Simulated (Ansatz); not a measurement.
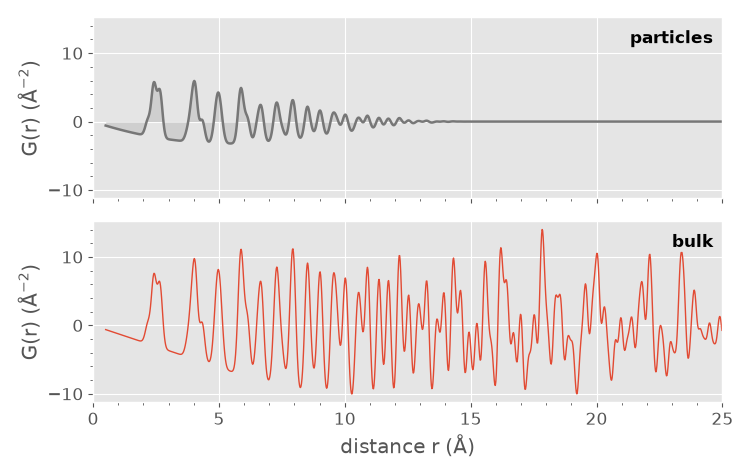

Computed X-ray G(r), with each pair weighted by the product of the atomic numbers (X-ray weights at Q = 0) and a uniform peak width σ = 0.10 Å, for spherical particles of Ni with the bulk structure: the bulk G(r) is multiplied by the envelope of a sphere of diameter D, 1 − 3r/2D + r³/2D³, with no surface relaxation. The number density is 0.0978 atoms per Å³. Structure used: the input geometry of an electronic-structure calculation (not necessarily at equilibrium); the starting structure was generated, so it need not be a known form of this composition.

Question: How large are the particles?

Answer: About 15 Å (1.5 nm): the signal is half of the bulk amplitude at r ≈ 5.2 Å and vanishes at r = D, fading from view somewhat earlier.

Question: Roughly how many atoms does one particle hold?

Answer: About 170 (number density 0.0978 Å⁻³ times πD³/6).
